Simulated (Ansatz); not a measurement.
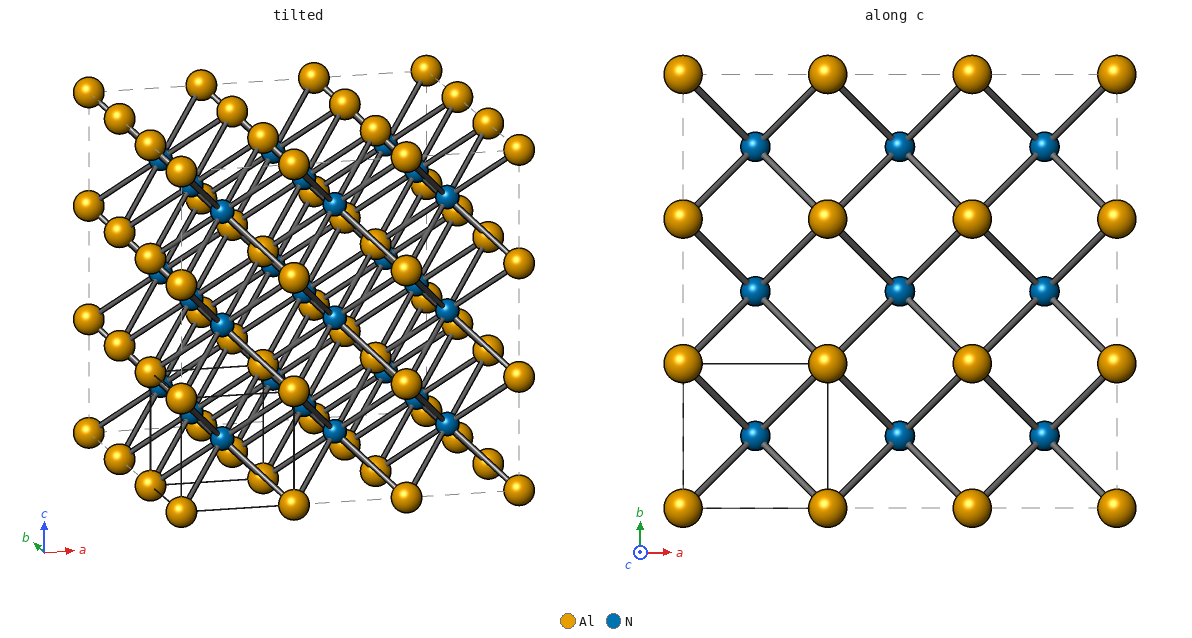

We look at a ball-and-stick model of the crystal slightly off an axis and along the c axis. The structure is repeated 3×3×3 times; solid lines mark one conventional unit cell.

AlN, space group Pm-3m (No. 221), a = 2.59 Å, b = 2.59 Å, c = 2.59 Å, α = 90.00°, β = 90.00°, γ = 90.00°.

Setup: DFT, HSE06, plane waves, PAW (Ansatz); a kinetic-energy cutoff of 420 eV, k-mesh 4×4×4, Fermi-Dirac smearing of 0.02 eV, no spin polarisation.

> What is the band gap, if any?

A semiconductor at this level, with a gap of 0.42 eV, indirect; the smallest direct gap is 1.66 eV.

> What is the computed pressure?

The computed pressure is -3.4 GPa (stretched: it would shrink).

It goes back to a structure type filled with these elements by a generator (whether the compound takes this form wasn't checked). Earlier steps of the study may have refined or changed the cell and positions. It went into a calculation with Ansatz.
